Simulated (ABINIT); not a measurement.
# Geometry relaxation of W (part 2 of 2)

W (Im-3m, 1 atom in the cell); Kohn-Sham DFT of a periodic cell, PBE, JTH PAW PBE v2.0, no spin polarisation (ABINIT 10.8.3); cutoff 435.38 eV, 12×12×12 k-mesh, fermi-dirac of 0.05 eV. The structure derives from an entry of the Crystallography Open Database.

Geometry of the input (Å; fractional positions):
```
-1.5823  1.5823  1.5823
1.5823  -1.5823  1.5823
1.5823  1.5823  -1.5823
W  0.0000  0.0000  0.0000
```

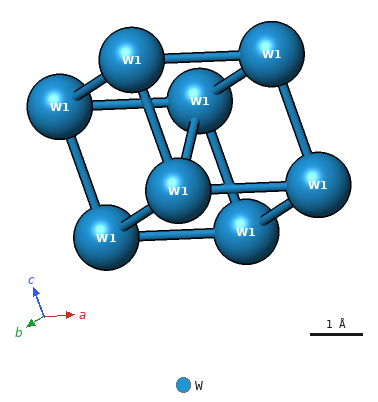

Figure 1. The geometry at step 1 of the log (ball-and-stick view of the cell of the calculation, seen at an oblique angle; atoms are numbered from 1 in the order of the input).

## Output, continued
```
 Cartesian coordinates (xcart) [bohr]
  0.00000000000000E+00  0.00000000000000E+00  0.00000000000000E+00
 Reduced coordinates (xred)
  0.00000000000000E+00  0.00000000000000E+00  0.00000000000000E+00
 Cartesian forces (fcart) [Ha/bohr]; max,rms= 0.00000E+00 0.00000E+00 (free atoms)
 -0.00000000000000E+00 -0.00000000000000E+00 -0.00000000000000E+00
 Gradient of E wrt nuclear positions in reduced coordinates (gred)
 -0.00000000000000E+00 -0.00000000000000E+00 -0.00000000000000E+00
 Scale of Primitive Cell (acell) [bohr]
  5.17917604660000E+00  5.17917604660000E+00  5.17917604660000E+00
 Real space primitive translations (rprimd) [bohr]
 -2.99019868473870E+00  2.99019868473870E+00  2.99019868473870E+00
  2.99019868473870E+00 -2.99019868473870E+00  2.99019868473870E+00
  2.99019868473870E+00  2.99019868473870E+00 -2.99019868473870E+00
 Unitary Cell Volume (ucvol) [Bohr^3]=  1.06944912553606E+02
 Angles (23,13,12)= [degrees]
  1.09471220634491E+02  1.09471220634491E+02  1.09471220634491E+02
 Lengths [Bohr]
  5.17917604669306E+00  5.17917604669306E+00  5.17917604669306E+00
 Stress tensor in cartesian coordinates (strten) [Ha/bohr^3]
 -2.15500304054130E-04  0.00000000000000E+00  0.00000000000000E+00
  0.00000000000000E+00 -2.15500304054109E-04  0.00000000000000E+00
  0.00000000000000E+00  0.00000000000000E+00 -2.15500304054130E-04
 Total energy (etotal) [Ha]= -6.90322313849571E+01

--- Iteration: ( 2/60) Internal Cycle: (1/1)
--------------------------------------------------------------------------------

---SELF-CONSISTENT-FIELD CONVERGENCE--------------------------------------------

--- !BeginCycle
iteration_state: {dtset: 1, itime: 2, icycle: 1, }
solver: {iscf: 17, nstep: 100, nline: 4, wfoptalg: 10, }
tolerances: {tolvrs: 1.00E-09, }
...

     iter   Etot(hartree)      deltaE(h)  residm     nres2
 ETOT  1  -69.033880153442    -6.903E+01 2.986E-03 5.396E-01
 ETOT  2  -69.032377587121     1.503E-03 2.057E-04 7.371E-03
 ETOT  3  -69.032455874229    -7.829E-05 6.664E-06 1.451E-03
 ETOT  4  -69.032466060126    -1.019E-05 3.443E-06 3.833E-06
 ETOT  5  -69.032466076535    -1.641E-08 3.123E-07 1.486E-07
 ETOT  6  -69.032466080997    -4.462E-09 1.909E-06 3.057E-08
 ETOT  7  -69.032466080910     8.723E-11 1.779E-07 1.920E-09
 ETOT  8  -69.032466080890     1.967E-11 1.079E-06 1.510E-11

 At SCF step    8       nres2   =  1.51E-11 < tolvrs=  1.00E-09 =>converged.

 Cartesian components of stress tensor (hartree/bohr^3)
  sigma(1 1)= -7.89982989E-06  sigma(3 2)=  0.00000000E+00
  sigma(2 2)= -7.89982989E-06  sigma(3 1)=  0.00000000E+00
  sigma(3 3)= -7.89982989E-06  sigma(2 1)=  0.00000000E+00

--- !ResultsGS
iteration_state: {dtset: 1, itime: 2, icycle: 1, }
comment   : Summary of ground state results
lattice_vectors:
- [ -3.0095303,   3.0095303,   3.0095303, ]
- [  3.0095303,  -3.0095303,   3.0095303, ]
- [  3.0095303,   3.0095303,  -3.0095303, ]
lattice_lengths: [   5.21266,    5.21266,    5.21266, ]
lattice_angles: [109.471, 109.471, 109.471, ] # degrees, (23, 13, 12)
lattice_volume:   1.0903255E+02
convergence: {deltae:  1.967E-11, res2:  1.510E-11, residm:  1.079E-06, diffor: null, }
etotal    :  -6.90324661E+01
entropy   :   0.00000000E+00
fermie    :   3.47904793E-01
cartesian_stress_tensor: # hartree/bohr^3
- [ -7.89982989E-06,   0.00000000E+00,   0.00000000E+00, ]
- [  0.00000000E+00,  -7.89982989E-06,   0.00000000E+00, ]
- [  0.00000000E+00,   0.00000000E+00,  -7.89982989E-06, ]
pressure_GPa:   2.3242E-01
xred      :
- [  0.0000E+00,   0.0000E+00,   0.0000E+00,  W]
cartesian_forces: # hartree/bohr
- [ -0.00000000E+00,  -0.00000000E+00,  -0.00000000E+00, ]
force_length_stats: {min:   0.00000000E+00, max:   0.00000000E+00, mean:   0.00000000E+00, }
...

 Integrated electronic density in atomic spheres:
 ------------------------------------------------
 Atom  Sphere_radius  Integrated_density
    1        2.41189         11.66813237

---OUTPUT-----------------------------------------------------------------------

 Cartesian coordinates (xcart) [bohr]
  0.00000000000000E+00  0.00000000000000E+00  0.00000000000000E+00
 Reduced coordinates (xred)
  0.00000000000000E+00  0.00000000000000E+00  0.00000000000000E+00
 Cartesian forces (fcart) [Ha/bohr]; max,rms= 0.00000E+00 0.00000E+00 (free atoms)
 -0.00000000000000E+00 -0.00000000000000E+00 -0.00000000000000E+00
 Gradient of E wrt nuclear positions in reduced coordinates (gred)
 -0.00000000000000E+00 -0.00000000000000E+00 -0.00000000000000E+00
 Scale of Primitive Cell (acell) [bohr]
  5.21265946707743E+00  5.21265946707743E+00  5.21265946707743E+00
 Real space primitive translations (rprimd) [bohr]
 -3.00953034651101E+00  3.00953034651101E+00  3.00953034651101E+00
  3.00953034651101E+00 -3.00953034651101E+00  3.00953034651101E+00
  3.00953034651101E+00  3.00953034651101E+00 -3.00953034651101E+00
 Unitary Cell Volume (ucvol) [Bohr^3]=  1.09032550675825E+02
 Angles (23,13,12)= [degrees]
  1.09471220634491E+02  1.09471220634491E+02  1.09471220634491E+02
 Lengths [Bohr]
  5.21265946707743E+00  5.21265946707743E+00  5.21265946707743E+00
 Stress tensor in cartesian coordinates (strten) [Ha/bohr^3]
 -7.89982989174431E-06  0.00000000000000E+00  0.00000000000000E+00
  0.00000000000000E+00 -7.89982989174431E-06  0.00000000000000E+00
  0.00000000000000E+00  0.00000000000000E+00 -7.89982989174431E-06
 Total energy (etotal) [Ha]= -6.90324660808899E+01

 Difference of energy with previous step (new-old):
           Absolute (Ha)=-2.34696E-04
           Relative     =-3.39980E-06

--- Iteration: ( 3/60) Internal Cycle: (1/1)
--------------------------------------------------------------------------------

---SELF-CONSISTENT-FIELD CONVERGENCE--------------------------------------------

--- !BeginCycle
iteration_state: {dtset: 1, itime: 3, icycle: 1, }
solver: {iscf: 17, nstep: 100, nline: 4, wfoptalg: 10, }
tolerances: {tolvrs: 1.00E-09, }
...

     iter   Etot(hartree)      deltaE(h)  residm     nres2
 ETOT  1  -69.032468583079    -6.903E+01 1.818E-04 8.370E-04
 ETOT  2  -69.032466259659     2.323E-06 6.196E-07 1.030E-05
 ETOT  3  -69.032466395782    -1.361E-07 2.792E-08 2.191E-06
 ETOT  4  -69.032466410636    -1.485E-08 2.749E-07 3.785E-09
 ETOT  5  -69.032466410786    -1.507E-10 1.081E-08 1.105E-10

 At SCF step    5       nres2   =  1.11E-10 < tolvrs=  1.00E-09 =>converged.

 Cartesian components of stress tensor (hartree/bohr^3)
  sigma(1 1)= -2.39440323E-07  sigma(3 2)=  0.00000000E+00
  sigma(2 2)= -2.39440323E-07  sigma(3 1)=  0.00000000E+00
  sigma(3 3)= -2.39440323E-07  sigma(2 1)=  0.00000000E+00

--- !ResultsGS
iteration_state: {dtset: 1, itime: 3, icycle: 1, }
comment   : Summary of ground state results
lattice_vectors:
- [ -3.0102809,   3.0102809,   3.0102809, ]
- [  3.0102809,  -3.0102809,   3.0102809, ]
- [  3.0102809,   3.0102809,  -3.0102809, ]
lattice_lengths: [   5.21396,    5.21396,    5.21396, ]
lattice_angles: [109.471, 109.471, 109.471, ] # degrees, (23, 13, 12)
lattice_volume:   1.0911415E+02
convergence: {deltae: -1.507E-10, res2:  1.105E-10, residm:  1.081E-08, diffor: null, }
etotal    :  -6.90324664E+01
entropy   :   0.00000000E+00
fermie    :   3.47542940E-01
cartesian_stress_tensor: # hartree/bohr^3
- [ -2.39440323E-07,   0.00000000E+00,   0.00000000E+00, ]
- [  0.00000000E+00,  -2.39440323E-07,   0.00000000E+00, ]
- [  0.00000000E+00,   0.00000000E+00,  -2.39440323E-07, ]
pressure_GPa:   7.0446E-03
xred      :
- [  0.0000E+00,   0.0000E+00,   0.0000E+00,  W]
cartesian_forces: # hartree/bohr
- [ -0.00000000E+00,  -0.00000000E+00,  -0.00000000E+00, ]
force_length_stats: {min:   0.00000000E+00, max:   0.00000000E+00, mean:   0.00000000E+00, }
...

 Integrated electronic density in atomic spheres:
 ------------------------------------------------
 Atom  Sphere_radius  Integrated_density
    1        2.41189         11.66886318

---OUTPUT-----------------------------------------------------------------------

 Cartesian coordinates (xcart) [bohr]
  0.00000000000000E+00  0.00000000000000E+00  0.00000000000000E+00
 Reduced coordinates (xred)
  0.00000000000000E+00  0.00000000000000E+00  0.00000000000000E+00
 Cartesian forces (fcart) [Ha/bohr]; max,rms= 0.00000E+00 0.00000E+00 (free atoms)
 -0.00000000000000E+00 -0.00000000000000E+00 -0.00000000000000E+00
 Gradient of E wrt nuclear positions in reduced coordinates (gred)
 -0.00000000000000E+00 -0.00000000000000E+00 -0.00000000000000E+00
 Scale of Primitive Cell (acell) [bohr]
  5.21395945099461E+00  5.21395945099461E+00  5.21395945099461E+00
 Real space primitive translations (rprimd) [bohr]
 -3.01028089257553E+00  3.01028089257553E+00  3.01028089257553E+00
  3.01028089257553E+00 -3.01028089257553E+00  3.01028089257553E+00
  3.01028089257553E+00  3.01028089257553E+00 -3.01028089257553E+00
 Unitary Cell Volume (ucvol) [Bohr^3]=  1.09114145827863E+02
 Angles (23,13,12)= [degrees]
  1.09471220634491E+02  1.09471220634491E+02  1.09471220634491E+02
 Lengths [Bohr]
  5.21395945099461E+00  5.21395945099461E+00  5.21395945099461E+00
 Stress tensor in cartesian coordinates (strten) [Ha/bohr^3]
 -2.39440323034079E-07  0.00000000000000E+00  0.00000000000000E+00
  0.00000000000000E+00 -2.39440323047957E-07  0.00000000000000E+00
  0.00000000000000E+00  0.00000000000000E+00 -2.39440323041018E-07
 Total energy (etotal) [Ha]= -6.90324664107862E+01

 Difference of energy with previous step (new-old):
           Absolute (Ha)=-3.29896E-07
           Relative     =-4.77886E-09

 At Broyd/MD step   3, gradients are converged :
  max grad (force/stress) = 2.3944E-05 < tolmxf= 2.0000E-04 ha/bohr (free atoms)

================================================================================

 ----iterations are completed or convergence reached----

 Mean square residual over all n,k,spin=   16.741E-12; max=  10.813E-09
 reduced coordinates (array xred) for    1 atoms
       0.000000000000      0.000000000000      0.000000000000
 rms dE/dt=  0.0000E+00; max dE/dt=  0.0000E+00; dE/dt below (all hartree)
    1       0.000000000000      0.000000000000      0.000000000000

 cartesian coordinates (angstrom) at end:
    1      0.00000000000000     0.00000000000000     0.00000000000000

 cartesian forces (hartree/bohr) at end:
    1     -0.00000000000000    -0.00000000000000    -0.00000000000000
 frms,max,avg= 0.0000000E+00 0.0000000E+00   0.000E+00  0.000E+00  0.000E+00 h/b

 cartesian forces (eV/Angstrom) at end:
    1     -0.00000000000000    -0.00000000000000    -0.00000000000000
 frms,max,avg= 0.0000000E+00 0.0000000E+00   0.000E+00  0.000E+00  0.000E+00 e/A
 length scales=  5.213959450995  5.213959450995  5.213959450995 bohr
              =  2.759108518167  2.759108518167  2.759108518167 angstroms
 Fermi (or HOMO) energy (eV) =   9.45713   Average Vxc (eV)= -13.18860
 Eigenvalues (   eV  ) for nkpt=  72  k points:
 kpt#   1, nband= 11, wtk=  0.00058, kpt=  0.0000  0.0000  0.0000 (reduced coord)
 -64.68447  -28.26562  -28.26562  -28.26562    0.01737    8.35956    8.35956    8.35956
  11.76706   11.76706   24.30862
 prteigrs : prtvol=0 or 1, do not print more k-points.

--- !EnergyTerms
iteration_state     : {dtset: 1, itime: 3, icycle: 1, }
comment             : Components of total free energy in Hartree
kinetic             :  6.75009117820520E+00
hartree             :  1.01400666898002E+01
xc                  : -7.65222941260845E+00
Ewald energy        : -5.92378071646934E+01
psp_core            :  6.03968903631257E+00
local_psp           : -2.85320186646712E+01
PAW spherical_terms :  3.45992430622820E+00
internal            : -6.90322840314269E+01
'-kT*entropy'       : -1.58945960549722E-04
total_energy        : -6.90324429773874E+01
total_energy_eV     : -1.87846846936135E+03
...

--- !EnergyTermsDC
iteration_state     : {dtset: 1, itime: 3, icycle: 1, }
comment             : '"Double-counting" decomposition of free energy'
band_energy         : -9.72677356560031E+00
Ewald energy        : -5.92378071646934E+01
psp_core            :  6.03968903631257E+00
xc_dc               : -1.35599526221400E+01
PAW spherical_terms :  7.45253685129547E+00
internal            : -6.90323074648257E+01
'-kT*entropy'       : -1.58945960549722E-04
total_energy_dc     : -6.90324664107862E+01
total_energy_dc_eV  : -1.87846910701661E+03
...

--- !EnergyTermsWithPAWCore
iteration_state     : {dtset: 1, itime: 3, icycle: 1, }
comment             : 'Components of total free energy, including PAW core contributions'
Total energy        : -1.61429317643875E+04
Total energy DC     : -1.61429317878209E+04
Total energy (eV)   : -4.39271551383264E+05
Total energy DC (eV): -4.39271552020919E+05
...

 Cartesian components of stress tensor (hartree/bohr^3)
  sigma(1 1)= -2.39440323E-07  sigma(3 2)=  0.00000000E+00
  sigma(2 2)= -2.39440323E-07  sigma(3 1)=  0.00000000E+00
  sigma(3 3)= -2.39440323E-07  sigma(2 1)=  0.00000000E+00

-Cartesian components of stress tensor (GPa)         [Pressure=  7.0446E-03 GPa]
- sigma(1 1)= -7.04457752E-03  sigma(3 2)=  0.00000000E+00
- sigma(2 2)= -7.04457752E-03  sigma(3 1)=  0.00000000E+00
- sigma(3 3)= -7.04457752E-03  sigma(2 1)=  0.00000000E+00

== END DATASET(S) ==============================================================
================================================================================

 -outvars: echo values of variables after computation  --------
            acell      5.2139594510E+00  5.2139594510E+00  5.2139594510E+00 Bohr
           etotal     -6.9032466411E+01
            fcart     -0.0000000000E+00 -0.0000000000E+00 -0.0000000000E+00
            rprim     -5.7735026919E-01  5.7735026919E-01  5.7735026919E-01
                       5.7735026919E-01 -5.7735026919E-01  5.7735026919E-01
                       5.7735026919E-01  5.7735026919E-01 -5.7735026919E-01
           strten     -2.3944032303E-07 -2.3944032305E-07 -2.3944032304E-07
                       0.0000000000E+00  0.0000000000E+00  0.0000000000E+00
 Calculation completed.
```

## Trajectory as extended XYZ (Å, eV, eV/Å), 3 frames, from step=0 to step=2
```
1
Lattice="-1.5823 1.5823 1.5823 1.5823 -1.5823 1.5823 1.5823 1.5823 -1.5823" Properties=species:S:1:pos:R:3:forces:R:3 step=0 energy=-1878.46271
W     0.0000    0.0000    0.0000    0.0000   0.0000   0.0000
1
Lattice="-1.5926 1.5926 1.5926 1.5926 -1.5926 1.5926 1.5926 1.5926 -1.5926" Properties=species:S:1:pos:R:3:forces:R:3 step=1 energy=-1878.46910
W     0.0000    0.0000    0.0000    0.0000   0.0000   0.0000
1
Lattice="-1.5930 1.5930 1.5930 1.5930 -1.5930 1.5930 1.5930 1.5930 -1.5930" Properties=species:S:1:pos:R:3:forces:R:3 step=2 energy=-1878.46911
W     0.0000    0.0000    0.0000    0.0000   0.0000   0.0000
```
